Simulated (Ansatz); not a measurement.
**Run report: C, single-point calculation**

- system: C (P-1, 12 atoms in the cell)
- method: DFT PBE+D3(BJ), scalar-relativistic, plane waves, PAW, PAW set soft_1, no spin polarisation (Ansatz 0.2.0)

The structure derives from an entry of the Crystallography Open Database. Figures and captions count atoms from 1; the log counts them from 0 in places.

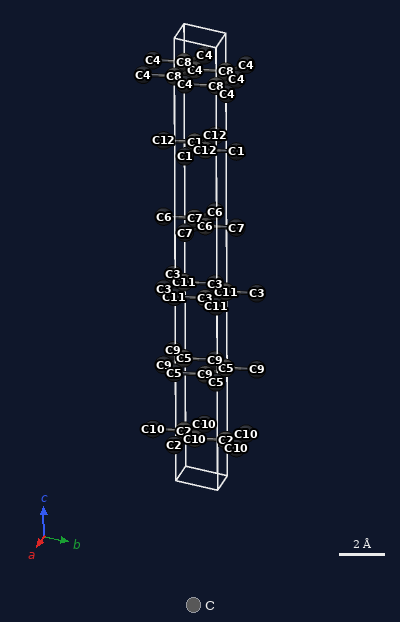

*The input geometry (ball-and-stick view of the cell of the calculation, set on other vectors, seen slightly off an axis; neighbours outside the cell are drawn fainter; atoms are numbered from 1 in the order of the input). An atom can appear more than once, as a periodic image.*

Near neighbours in the periodic cell (some may lie outside the picture): C has 3 C at 1.42 Å.

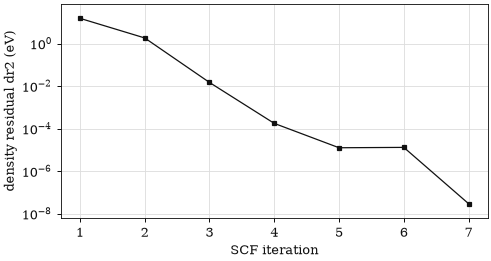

*Convergence of the self-consistent field: density residual dr2 against the SCF iteration.*

The residual falls almost steadily, with no more than small rises.

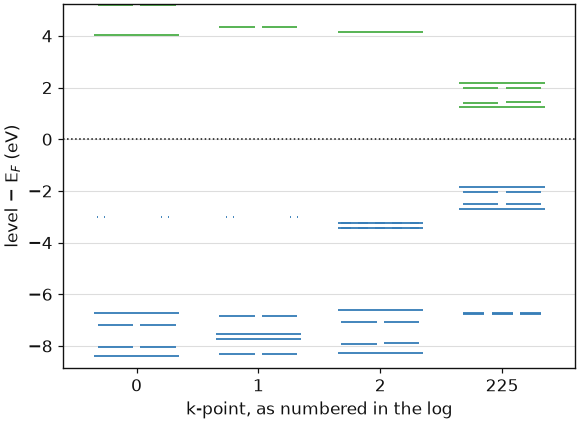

*Kohn–Sham levels near the Fermi level (dotted) at the few k-points that the log prints; levels within 0.02 eV of each other stand side by side.*

Among these points the highest filled and lowest empty levels are 3.09 eV apart; the gap on the full mesh, 0.19 eV, has an edge at a point that isn't printed.

These pictures come from the run below.

Input:
```yaml
crystal:
  lattice:
    - [-2.4647935466, 0.0, 0.0]
    - [-1.2323967733, -2.1345738265, 0.0]
    - [-0.2053994622, -0.3557623044, 20.8066193286]
  atoms:
    - { symbol: C, position: [0.6666666667, 0.6253658566, 0.2478048605] }
    - { symbol: C, position: [1.0, 0.8475880788, 0.9144715272] }
    - { symbol: C, position: [0.3333333333, 0.2364769677, 0.5811381939] }
    - { symbol: C, position: [0.6666666667, 0.6524063656, 0.0855618061] }
    - { symbol: C, position: [1.0, 0.8746285879, 0.7522284728] }
    - { symbol: C, position: [0.3333333333, 0.2635174768, 0.4188951395] }
    - { symbol: C, position: [0.6666666667, 0.5968540756, 0.4188755462] }
    - { symbol: C, position: [1.0, -0.0142570355, 0.0855422129] }
    - { symbol: C, position: [0.3333333333, 0.2079651867, 0.7522088796] }
    - { symbol: C, position: [0.6666666667, 0.5142514799, 0.9144911204] }
    - { symbol: C, position: [1.0, -0.0968596312, 0.5811577871] }
    - { symbol: C, position: [0.3333333333, 0.2920292577, 0.2478244538] }
basis:
  ecutwfc: 520.0
kpoints:
  mp_grid: { grid: [15, 15, 2] }
hamiltonian:
  xc: pbe
  pseudopotentials: { kind: paw, azcp: { folder: soft_1 } }
  dispersion: d3bj
scf:
  occupations: { method: gaussian, width: 0.03 }
output:
  forces: true
  stress: true
  eigenvalues: true
```

Command:
```bash
ansatz run input.yaml --threads 2 --pin off --max-ram 4096MiB --backend cpu --events-out ev --progress --plain --runs-dir out
```

Log:
```
Engine: ansatz 0.2.0, aarch64-unknown-linux-gnu
Pseudopotentials: kind: paw
Pseudopotential: C, paw, valence charge 4, recommended cutoff 420 eV (normal), [file]
Functional definition: PBE
  parameter kappa = 0.804
  parameter beta = 0.06672455060314922
  exchange = pbe_x(kappa = kappa, mu = beta*pi^2/3)
  correlation = pbe_c(beta = beta)
Crystal: 12 atoms, lattice volume = 109.470 Å³
Basis set: ecut = 520 eV, 2959 PW (Γ), exchange–correlation on 40×40×320 points (8 copies of the dense FFT grid, shifted against one another)
Bands: 36, of which v1, the nominal top of the filled ones, is band 24 counted from 1 (23 counted from 0)
Symmetry: 2 space group operations
Space group: P-1 (ITA 2), of the structure as read, at distance tolerance 4.8e-5 Å
k-points: 226 of 450
Non-local potential: C, projectors of the file, l = 0: 2, l = 1: 2, l = 2: 1
PAW form: soft (Blöchl's): semilocal exchange-correlation on the pseudo side does not see the compensation charge
PAW one-centre angular grid: C, 110 points (default); XC on 64 Gauss nodes
Initial density: superposition of atomic densities (chi_scale 0.1, normalization cell)
Initial wavefunctions: pseudopotential atomic-orbital guess
Functional: x = pbe(κ = 0.804, μ = 0.2195149727645171), c = pbe(β = 0.06672455060314922)
SCF iter   1: F=—  HF=-3019.508057 eV  |F-HF|=—  |Δ(HF+E_count)|=         —  Δρ=1.26e-1  dr2=1.53e1  ethr=3.10e-3  ⟨swp⟩=7.9  Hψ=40161  notcnv=0  defer=6
preconditioner: auto → none  [insulator: Δε(μ)=0.135 eV  Ē_g=16.331 eV  σ=0.030 eV  W_gap=1.00  n_scr=14 (ndim 8)  ℏωp=24.6 eV  f_vac=0.000  D(μ)=0.00/eV (n_scr^D=0)  ε∞_Penn≈3.3]
SCF iter   2: F=—  HF=-3013.595524 eV  |F-HF|=—  |Δ(HF+E_count)|=    5.91e0  Δρ=4.87e-2  dr2=1.83e0  ethr=3.10e-3  ⟨swp⟩=3.1  Hψ=18190  notcnv=0  defer=1231
SCF iter   3: F=—  HF=-3012.984337 eV  |F-HF|=—  |Δ(HF+E_count)|=   6.11e-1  Δρ=6.43e-3  dr2=1.48e-2  ethr=3.10e-3  ⟨swp⟩=2.3  Hψ=15401  notcnv=0  defer=1286
SCF iter   4: F=—  HF=-3012.989423 eV  |F-HF|=—  |Δ(HF+E_count)|=   5.09e-3  Δρ=2.92e-4  dr2=1.76e-4  ethr=3.09e-5  ⟨swp⟩=2.5  Hψ=13980  notcnv=0  defer=627
automatic band count: iteration 4 solves 33 bands in place of 36: the levels show a gap, and the empty bands left out lie too high to hold charge; the band table lists the bands solved (type scf.n_extra_bands for more)
SCF iter   5: F=—  HF=-3012.989399 eV  |F-HF|=—  |Δ(HF+E_count)|=   2.37e-5  Δρ=7.94e-5  dr2=1.26e-5  ethr=3.67e-7  ⟨swp⟩=2.1  Hψ=12236  notcnv=0  defer=626
SCF iter   6: F=—  HF=-3012.989399 eV  |F-HF|=—  |Δ(HF+E_count)|=   1.49e-7  Δρ=5.26e-5  dr2=1.31e-5  ethr=2.62e-8  ⟨swp⟩=2.4  Hψ=13087  notcnv=0  defer=626
SCF iter   7: F=-3012.989396 eV  HF=-3012.989396 eV  |F-HF|=1.25e-8  |Δ(HF+E_count)|=   3.15e-6  Δρ=3.35e-6  dr2=2.96e-8  ethr=2.08e-10  ⟨swp⟩=14.9  Hψ=48842  notcnv=0
the search or the solves at the SCF's close seem to have found levels that the self-consistency loop had missed (the run counts 1). By its estimate they hold under 1e-12 electrons; where the run keeps them, the occupations were computed again with them
SCF 1 converged in 7 iterations: F = -3012.989396 eV  dr2 = 2.96e-8
  greatest PAW one-centre occupation: 0.674 electrons in one spin orbital (limit 2), on the C atom at site 5 (counted from 0), in its partial waves of l = 0
SCF converged after 7 iterations
Free energy (F): -3012.989396 eV
Harris-Foulkes:  -3012.989396 eV  (|F-HF|=1.25e-8)
Internal energy: -3012.989396 eV  (E = F + TS)
E sigma→0 (E₀):  -3012.989396 eV
Entropy (-TS):   -0.000000 eV (-0.000 meV/atom)
Fermi energy:    6.644347 eV
--- Per-component energies (eV) ---
  E_band       = -119.292442
  E_kinetic    = 1062.502238
  E_local      = -1874.190740  (includes V_loc(G=0)·N_el)
  E_nonlocal   = 281.653420
  E_hartree    = 599.551956
  E_xc         = -563.632039
  E_vxc        = -694.116276  (∫ρ·V_xc dr)
  E_paw        = -1201.319817  (= ΣΔE_a)
  E_vpaw       = -94.244087  (= ΣTr[D̂ρ^β])
  E_aug_tail   = 0.000004  (compensation charges beyond the density's cutoff)
  E_ewald      = -1315.749935
  E_disp       = -1.804483  (pairwise vdW)
  E_smearing   = -0.000000  (= −TS)
  E_closure    = 0.000000  (closes the sum)
  Σ components = -3012.989396   (vs F -3012.989396, Δ=0.00e0)
--- Forces (eV/Å), atoms counted from 1 ---
  atom   1  C     -0.00016854    -0.00052598     0.00181717
  atom   2  C      0.00276025     0.00400874     0.00646082
  atom   3  C      0.00013450     0.00035149     0.00223637
  atom   4  C     -0.00276025    -0.00400874    -0.00646082
  atom   5  C      0.00016854     0.00052598    -0.00181717
  atom   6  C     -0.00013450    -0.00035149    -0.00223637
  atom   7  C      0.00013541     0.00035476    -0.00274942
  atom   8  C     -0.00266214    -0.00546333    -0.00790308
  atom   9  C     -0.00010327    -0.00019766    -0.00286381
  atom  10  C      0.00266214     0.00546333     0.00790308
  atom  11  C     -0.00013541    -0.00035476     0.00274942
  atom  12  C      0.00010327     0.00019766     0.00286381
  max |Σ_I F_I| component: 3.66e-19 eV/Å
--- Stress (GPa, compression-positive) ---
        0.053623       0.004571      -0.029192
        0.004571       0.059028      -0.054169
       -0.029192      -0.054169      -0.149184
  P = ⅓ Tr σ = -0.0122 GPa (-0.122 kbar)
--- Band table (eV; the first three rows and the last of 226) ---
  k-point 0: bands = ["-12.9857", "-12.9326", "-12.9322", "-12.8067", "-12.8064", "-12.7487", "-1.7517", "-1.3961", "-1.3953", "-0.5474", "-0.5473", "-0.0777", "3.6244", "3.6245", "3.6253", "3.6261", "3.6324", "3.6324", "3.6329", "3.6332", "3.6393", "3.6402", "3.6405", "3.6405", "10.6790", "11.8185", "11.8185", "14.5419", "14.5421", "14.9872", "14.9874", "14.9895", "14.9920"]
  k-point 1: bands = ["-12.9716", "-12.9711", "-12.8949", "-12.8457", "-12.7648", "-12.7644", "-1.6584", "-1.6575", "-1.1003", "-0.8791", "-0.2103", "-0.2100", "3.6237", "3.6240", "3.6275", "3.6277", "3.6287", "3.6298", "3.6361", "3.6370", "3.6372", "3.6375", "3.6411", "3.6415", "10.9808", "10.9808", "12.8397", "13.3215", "14.9849", "14.9858", "14.9963", "14.9970", "14.9994"]
  k-point 2: bands = ["-12.8799", "-12.8280", "-12.8259", "-12.7030", "-12.7008", "-12.6445", "-1.6230", "-1.2756", "-1.2612", "-0.4321", "-0.4149", "0.0439", "3.1952", "3.2005", "3.2023", "3.2132", "3.2146", "3.2199", "3.3993", "3.4026", "3.4064", "3.4134", "3.4171", "3.4204", "10.8088", "11.9198", "11.9661", "14.6059", "14.6656", "15.0391", "15.0462", "15.0595", "15.0649"]
  k-point 225: bands = ["-7.6118", "-7.5836", "-7.5823", "-7.5221", "-7.5208", "-7.4914", "-6.5661", "-6.5443", "-6.5432", "-6.4947", "-6.4939", "-6.4713", "-0.1281", "-0.1249", "-0.1134", "-0.0987", "-0.0870", "-0.0840", "3.9595", "4.1419", "4.1494", "4.5841", "4.5922", "4.7991", "7.8901", "8.0586", "8.0673", "8.6089", "8.6169", "8.8229", "14.3744", "14.3945", "14.4754"]
```

Summary:

| quantity | value |
| --- | --- |
| outcome | converged |
| space group (tolerance 0.01 Å) | P-1 (2) |
| electrons treated | 48 |
| free energy | −3012.9894 eV |
| Fermi energy | 6.644 eV |
| gap on the k-point mesh | 0.19 eV |
| pressure | −0.01 GPa |
| largest force (length of the vector) | 0.010 eV/Å |
| hardware | 2 threads of Arm Neoverse N1, 98 GiB of memory available, shared host |
| wall time | 95 s (CPU time 3.2 min) |
| peak memory | 1 GiB |
